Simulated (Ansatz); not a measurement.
## Geometry relaxation of Li6Cl (part 3 of 3)

Continued. System: Li6Cl (slab, 14 atoms in the cell). Method: DFT PBE+D3(BJ), scalar-relativistic, plane waves, PAW, no spin polarisation (Ansatz 0.2.0); cutoff 420 eV, 4×4×1 k-mesh, Gaussian smearing of 0.1 eV. The structure derives from an entry of the Crystallography Open Database. The input holds or restrains some coordinates. It belongs to a series of runs on one base structure; here: 1 Cl2 a cell, flat, over a top Li site.

Geometry of the input (Å; fractional positions):
```
5.7592  0.0000  0.0000
-1.9197  5.4298  0.0000
0.0000  0.0000  22.7023
Li 0.2500  0.2500  0.3524
Li 0.2500  0.7500  0.3524
Li 0.7500  0.2500  0.3524
Li 0.7500  0.7500  0.3524
Li 0.5000  0.5000  0.4532
Li 0.5000  0.0000  0.4532
Li 0.0000  0.5000  0.4532
Li 0.0000  0.0000  0.4532
Li 0.7500  0.7500  0.5536
Li 0.7500  0.2500  0.5536
Li 0.2500  0.7500  0.5536
Li 0.2500  0.2500  0.5536
Cl 0.7500  0.7500  0.6769
Cl 0.4141  0.7798  0.6769
```

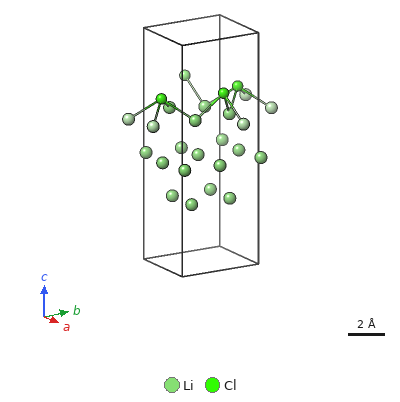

*The geometry at step 15 of the log (ball-and-stick view of the cell of the calculation, with the vacuum cut short, seen slightly off an axis; neighbours outside the cell are drawn fainter).*

### Trajectory as extended XYZ, continued
```
14
Lattice="5.7592 0.0000 0.0000 -1.9197 5.4298 0.0000 0.0000 0.0000 22.7023" Properties=species:S:1:pos:R:3:forces:R:3 step=11 energy=-4621.29576
Li    0.9599    1.3574    8.0000    0.0040  -0.0140  -0.0633
Li    0.0000    4.0723    8.0000   -0.0001   0.0030   0.1379
Li    3.8394    1.3574    8.0000   -0.0166  -0.0085   0.0104
Li    2.8796    4.0723    8.0000   -0.0008  -0.0004   0.1406
Li    1.8343    2.6469   10.3851   -0.0865  -0.0184  -0.0219
Li    2.8912    0.0280   10.4065    0.0209  -0.0330  -0.0309
Li   -1.0297    2.6460   10.4146   -0.0409  -0.0195  -0.0215
Li    0.0107    0.0384   10.3933    0.0061   0.0037  -0.0052
Li    2.4611    4.0774   12.6740   -0.0319   0.0824   0.0168
Li    3.7184    1.3742   13.3298    0.0760   0.4097  -0.0668
Li   -0.3662    4.0001   12.7129    0.0971  -0.1248  -0.0424
Li    0.9058    1.2160   13.2193    0.1280  -0.2143  -0.0175
Cl    3.8860    3.6767   14.2963    0.0201  -0.8815   0.0858
Cl    1.0004    4.9163   14.2567   -0.1757   0.8152  -0.1219
14
Lattice="5.7592 0.0000 0.0000 -1.9197 5.4298 0.0000 0.0000 0.0000 22.7023" Properties=species:S:1:pos:R:3:forces:R:3 step=12 energy=-4621.61625
Li    0.9599    1.3574    8.0000    0.0038  -0.0133  -0.0588
Li    0.0000    4.0723    8.0000   -0.0002   0.0001   0.1294
Li    3.8394    1.3574    8.0000   -0.0169  -0.0086   0.0183
Li    2.8796    4.0723    8.0000   -0.0025  -0.0021   0.1358
Li    1.8121    2.6429   10.3824   -0.0724  -0.0018  -0.0077
Li    2.8959    0.0188   10.3992    0.0180  -0.0410  -0.0268
Li   -1.0427    2.6418   10.4068   -0.0417   0.0016  -0.0335
Li    0.0127    0.0384   10.3924    0.0051  -0.0066   0.0025
Li    2.4506    4.1043   12.6934    0.0288   0.1010   0.0709
Li    3.7436    1.4681   13.2996    0.1569   0.2539  -0.3186
Li   -0.3589    3.9600   12.7162    0.0925  -0.0989   0.0127
Li    0.9466    1.1659   13.2204    0.1882  -0.1600  -0.0272
Cl    3.8885    3.4845   14.2959   -0.0383  -0.3538   0.1502
Cl    0.9698    5.1030   14.2100   -0.3211   0.3298  -0.0467
14
Lattice="5.7592 0.0000 0.0000 -1.9197 5.4298 0.0000 0.0000 0.0000 22.7023" Properties=species:S:1:pos:R:3:forces:R:3 step=13 energy=-4621.79479
Li    0.9599    1.3574    8.0000    0.0052  -0.0122  -0.0481
Li    0.0000    4.0723    8.0000   -0.0001  -0.0020   0.1157
Li    3.8394    1.3574    8.0000   -0.0201  -0.0124   0.0168
Li    2.8796    4.0723    8.0000   -0.0043  -0.0035   0.1316
Li    1.7815    2.6419   10.3887   -0.0496   0.0076   0.0074
Li    2.8990    0.0019   10.3892    0.0163  -0.0357  -0.0305
Li   -1.0666    2.6417   10.3856   -0.0381   0.0177  -0.0519
Li    0.0145    0.0363   10.3961   -0.0050  -0.0057   0.0108
Li    2.4479    4.1600   12.7348    0.0729   0.0392   0.0780
Li    3.8111    1.5342   13.1618    0.1290  -0.0119  -0.4341
Li   -0.3525    3.8924   12.7306    0.0684  -0.0496   0.0266
Li    1.0347    1.1113   13.2092    0.0968  -0.0331  -0.0716
Cl    3.8811    3.3749   14.3069   -0.0748   0.0835   0.2125
Cl    0.8966    5.2639   14.1280   -0.1971   0.0184   0.0363
14
Lattice="5.7592 0.0000 0.0000 -1.9197 5.4298 0.0000 0.0000 0.0000 22.7023" Properties=species:S:1:pos:R:3:forces:R:3 step=14 energy=-4621.87726
Li    0.9599    1.3574    8.0000    0.0057  -0.0115  -0.0349
Li    0.0000    4.0723    8.0000    0.0000  -0.0021   0.0887
Li    3.8394    1.3574    8.0000   -0.0222  -0.0186   0.0080
Li    2.8796    4.0723    8.0000   -0.0050  -0.0038   0.1275
Li    1.7507    2.6439   10.3953   -0.0300  -0.0035   0.0049
Li    2.9026   -0.0178   10.3700    0.0051  -0.0243  -0.0190
Li   -1.0939    2.6569   10.3493   -0.0275   0.0404  -0.0517
Li    0.0093    0.0379   10.4013   -0.0038   0.0062  -0.0016
Li    2.4718    4.1889   12.7775    0.0557   0.0101   0.0546
Li    3.8562    1.5588   12.9740    0.0281   0.0356  -0.1909
Li   -0.3369    3.8470   12.7666    0.0547   0.0328   0.0369
Li    1.0847    1.1129   13.1436   -0.0145   0.0471  -0.0896
Cl    3.8706    3.3284   14.3250   -0.0161  -0.0095   0.0340
Cl    0.8777    5.3498   14.0640   -0.0308  -0.0988   0.0335
14
Lattice="5.7592 0.0000 0.0000 -1.9197 5.4298 0.0000 0.0000 0.0000 22.7023" Properties=species:S:1:pos:R:3:forces:R:3 step=15 energy=-4621.92118
Li    0.9599    1.3574    8.0000    0.0052  -0.0070  -0.0488
Li    0.0000    4.0723    8.0000    0.0091   0.0010   0.0481
Li    3.8394    1.3574    8.0000   -0.0171  -0.0283  -0.0061
Li    2.8796    4.0723    8.0000   -0.0098   0.0009   0.1259
Li    1.6651    2.6380   10.3924   -0.0116  -0.0079   0.0030
Li    2.8897   -0.0240   10.3346   -0.0019  -0.0142  -0.0006
Li   -1.2133    2.7964   10.2700   -0.0414   0.0421  -0.0156
Li   -0.0279    0.1596   10.3938   -0.0061   0.0148   0.0066
Li    2.5424    4.1858   12.7849    0.0402  -0.0007  -0.0054
Li    3.8762    1.5570   12.8201    0.0138   0.0111  -0.0982
Li   -0.2827    3.8433   12.7302    0.0328   0.0155   0.0088
Li    1.1215    1.1197   13.1148   -0.0194   0.0354  -0.0542
Cl    3.9400    3.2596   14.2810    0.0036  -0.0141   0.0081
Cl    0.9271    5.3468   14.0034    0.0025  -0.0483   0.0280
14
Lattice="5.7592 0.0000 0.0000 -1.9197 5.4298 0.0000 0.0000 0.0000 22.7023" Properties=species:S:1:pos:R:3:forces:R:3 step=16 energy=-4621.93957
Li    0.9599    1.3574    8.0000    0.0014  -0.0064  -0.0534
Li    0.0000    4.0723    8.0000    0.0094  -0.0046   0.0525
Li    3.8394    1.3574    8.0000   -0.0085  -0.0287   0.0356
Li    2.8796    4.0723    8.0000   -0.0176   0.0137   0.1144
Li    1.6189    2.6151   10.3925   -0.0692   0.0151  -0.0252
Li    2.8731   -0.0431   10.3380   -0.0088  -0.0056  -0.0389
Li   -1.3542    2.9300   10.2514    0.0480  -0.0016  -0.0594
Li   -0.0608    0.2563   10.4118   -0.0200   0.0453  -0.0590
Li    2.6069    4.1831   12.7577    0.0223  -0.0050   0.0168
Li    3.8952    1.5505   12.6921    0.0001   0.0018   0.0282
Li   -0.2300    3.8416   12.6915    0.0018   0.0050   0.0260
Li    1.1485    1.1331   13.0772    0.0231  -0.0085   0.0130
Cl    3.9970    3.2062   14.2273    0.0186  -0.0120  -0.0275
Cl    0.9757    5.3410   13.9521   -0.0009  -0.0082  -0.0233
14
Lattice="5.7592 0.0000 0.0000 -1.9197 5.4298 0.0000 0.0000 0.0000 22.7023" Properties=species:S:1:pos:R:3:forces:R:3 step=17 energy=-4621.93997
Li    0.9599    1.3574    8.0000    0.0100  -0.0011  -0.1402
Li    0.0000    4.0723    8.0000    0.0235  -0.0136  -0.0179
Li    3.8394    1.3574    8.0000    0.0023  -0.0233   0.0147
Li    2.8796    4.0723    8.0000   -0.0466   0.0294   0.0649
Li    1.4866    2.6463   10.3523    0.1051   0.0194   0.0261
Li    2.8225   -0.0259   10.2776   -0.0420   0.0560   0.0234
Li   -1.4337    3.0570   10.1589   -0.0523   0.0131   0.0827
Li   -0.1378    0.4139   10.3323    0.0078  -0.1000   0.0519
Li    2.7024    4.1663   12.7300   -0.0241   0.0040  -0.0524
Li    3.9451    1.5301   12.6082    0.0166   0.0056   0.0189
Li   -0.1615    3.8282   12.6495   -0.0018  -0.0342  -0.0194
Li    1.2136    1.1144   13.0816   -0.0006   0.0031  -0.0123
Cl    4.0854    3.1507   14.1813    0.0044   0.0069  -0.0232
Cl    1.0565    5.3070   13.9062   -0.0024   0.0346  -0.0172
14
Lattice="5.7592 0.0000 0.0000 -1.9197 5.4298 0.0000 0.0000 0.0000 22.7023" Properties=species:S:1:pos:R:3:forces:R:3 step=18 energy=-4621.95306
Li    0.9599    1.3574    8.0000    0.0019  -0.0026  -0.1110
Li    0.0000    4.0723    8.0000    0.0178  -0.0084   0.0167
Li    3.8394    1.3574    8.0000    0.0052  -0.0212   0.0202
Li    2.8796    4.0723    8.0000   -0.0327   0.0217   0.0829
Li    1.5198    2.6903   10.3466    0.0083   0.0055  -0.0095
Li    2.7839    0.0377   10.2960   -0.0020   0.0048   0.0073
Li   -1.4274    3.0313   10.1972   -0.0022   0.0014   0.0065
Li   -0.1412    0.3633   10.3458    0.0001  -0.0083  -0.0109
Li    2.6882    4.1752   12.6921    0.0081  -0.0004   0.0078
Li    3.9748    1.5482   12.6415   -0.0001   0.0046   0.0159
Li   -0.1534    3.8183   12.6500   -0.0084   0.0017   0.0120
Li    1.2336    1.1132   13.0078    0.0035  -0.0025   0.0043
Cl    4.0693    3.1967   14.1766    0.0024  -0.0002  -0.0245
Cl    1.0560    5.3272   13.8856   -0.0019   0.0040  -0.0178
14
Lattice="5.7592 0.0000 0.0000 -1.9197 5.4298 0.0000 0.0000 0.0000 22.7023" Properties=species:S:1:pos:R:3:forces:R:3 step=19 energy=-4621.95306
Li    0.9599    1.3574    8.0000    0.0019  -0.0026  -0.1109
Li    0.0000    4.0723    8.0000    0.0178  -0.0084   0.0167
Li    3.8394    1.3574    8.0000    0.0052  -0.0212   0.0202
Li    2.8796    4.0723    8.0000   -0.0326   0.0217   0.0830
Li    1.5198    2.6903   10.3466    0.0083   0.0055  -0.0095
Li    2.7839    0.0377   10.2960   -0.0020   0.0048   0.0073
Li   -1.4274    3.0313   10.1972   -0.0022   0.0015   0.0065
Li   -0.1412    0.3633   10.3458    0.0001  -0.0083  -0.0109
Li    2.6882    4.1752   12.6921    0.0081  -0.0004   0.0078
Li    3.9748    1.5482   12.6415   -0.0001   0.0046   0.0159
Li   -0.1534    3.8183   12.6500   -0.0084   0.0017   0.0120
Li    1.2336    1.1132   13.0078    0.0035  -0.0025   0.0043
Cl    4.0693    3.1967   14.1766    0.0025  -0.0003  -0.0246
Cl    1.0560    5.3272   13.8856   -0.0019   0.0039  -0.0178
```

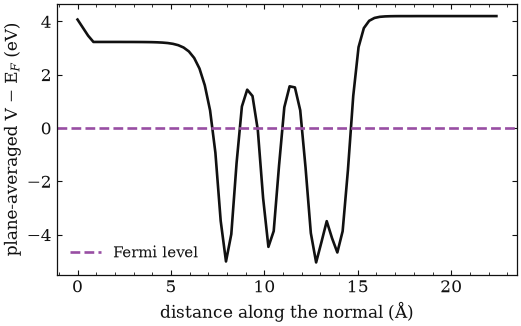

*Plane average of the electrostatic potential energy of an electron across the cell, from the Fermi level.*

The vacuum level lies 4.20 eV above the Fermi level on the upper side and 3.23 eV on the lower.

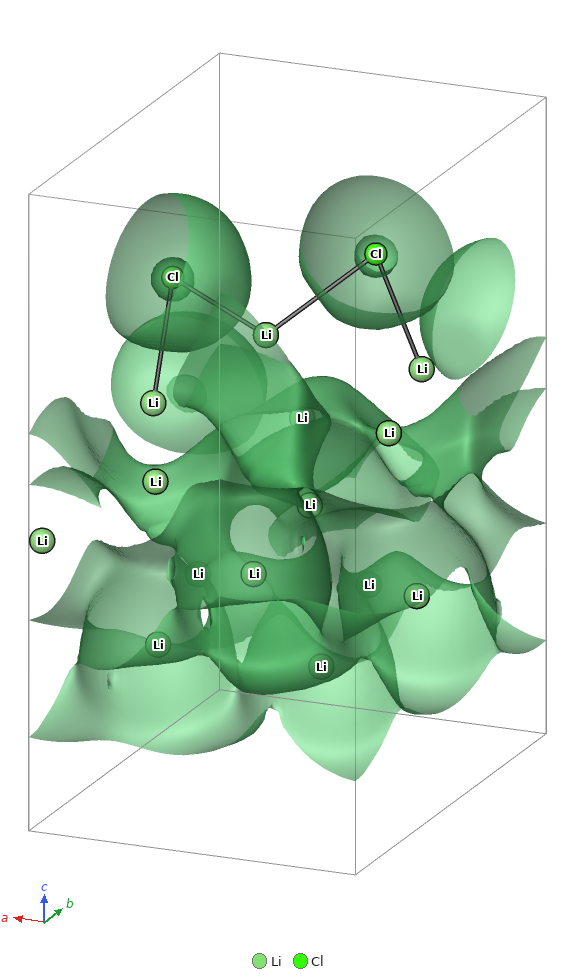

*Isosurface of the ELF at 0.65 (green), seen at an oblique angle. Only the valence region is drawn (cores and ρ < 0.01 e/Å³ removed). Sticks mark near contacts.*

Counts are for one cell; the picture repeats the cell along the surface. Profiles from the grid: Li–Cl (2.25 Å): the ELF is about 0.80 at the midpoint. Li–Cl (2.29 Å): the ELF is about 0.80 at the midpoint. In a PAW calculation such maps are meaningful between the atoms, not at the nuclei.

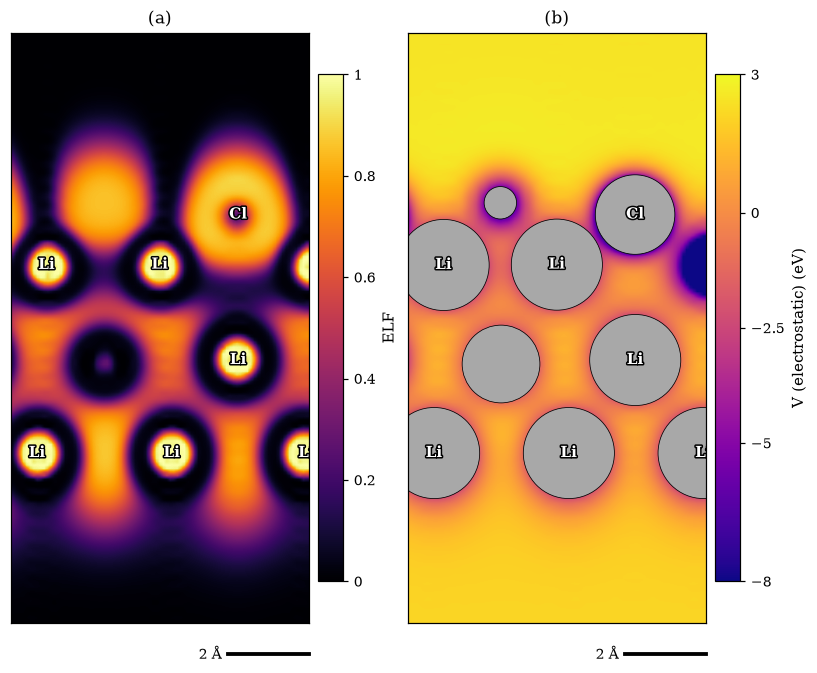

*(a) electron localisation function; (b) electrostatic potential (local pseudopotential plus Hartree) felt by an electron on the (11̄0) plane of the calculation cell, a cut from vacuum to vacuum. Grey discs, where drawn, cover atomic cores.*

The section cuts through Li and Cl sites. Li–Cl (2.29 Å): the ELF is about 0.80 at the midpoint. The strong features right at Li lie inside the PAW spheres (semicore, d or f shells) and say nothing about bonding.

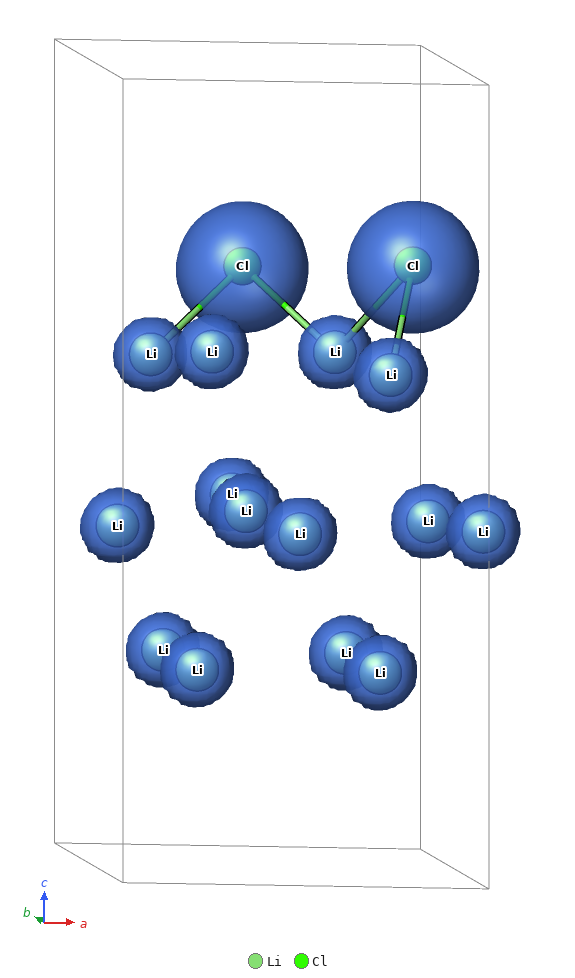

*Isosurface of the valence charge density (pseudo) at 0.5 e/Å³ (blue), seen slightly off an axis. Sticks mark near contacts.*

At this value the density breaks into separate islands; it holds about 65 % of the electrons treated as valence (semicore included). It is pinched off along the Li–Cl (2.25 Å) and Li–Cl (2.29 Å) contacts. On the grid the lowest density along these lines, outside the cores, is 0.25 e/Å³ (Li–Cl, 2.25 Å) and 0.22 e/Å³ (Li–Cl, 2.29 Å).

### Results in brief

| quantity | value |
| --- | --- |
| outcome | converged under the restraints of the input |
| electrons treated | 50 |
| free energy | −4621.9531 eV |
| work function, top face | 4.20 eV |
| work function, bottom face | 3.23 eV |
| Fermi energy | −1.477 eV |
| gap on the k-point mesh | none (metallic) |
| final volume | 709.92 Å³ |
| work function (upper face) | 4.20 eV |
| largest force (length of the vector) at the end, held atoms and coordinates included | 0.111 eV/Å |
| wall time | 3.7 min (CPU time 7.4 min) |
| peak memory | 0.87 GiB |

The program warns: the exchange-correlation potential is rough where the density is thin.
